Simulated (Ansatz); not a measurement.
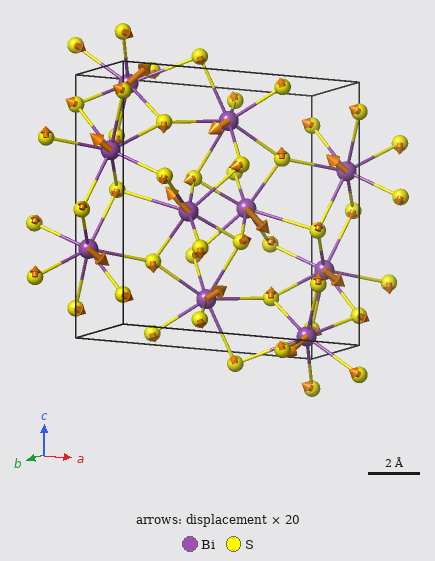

A relaxation of solid Bi$_{2}$S$_{3}$ (set up in Pnma). The starting structure is drawn; orange arrows show the displacements, magnified 20 times.

Style: ball-and-stick. Shown: the cell of the calculation, from a free direction.

Computed with DFT, PBE, plane-wave PAW, default files, scalar-relativistic (Ansatz). Settings: plane-wave cutoff 420 eV; k-point mesh 3 × 7 × 3; occupations fermi dirac; smearing width 0.02 eV; no spin polarisation; atoms relaxed in a fixed cell; force threshold 0.02 eV/Å; at most 60 steps.

What did the optimiser do to the structure, and how much energy did it gain?

Over 4 accepted moves (5 points after the start) the energy falls by 0.122 eV per cell of the calculation. The largest force component goes from 0.41 to 0.0057 eV/Å. The line search rejected the trial step at point 3 of the run. The largest moves, 0.071 Å, are those of Bi atoms. Largest moves by element: Bi 0.071 Å, S 0.026 Å. The cell stays as it was. Near-neighbour distances that change, for instance: Bi–S 2.585 → 2.671 Å, Bi–S 3.063 → 3.009 Å, Bi–S 2.944 → 2.898 Å, Bi–S 2.658 → 2.702 Å. The space group stays Pnma (No. 62). Cost: 120 s on 2 threads of Arm Neoverse V2 (shared host), peak memory 1.3 GiB.
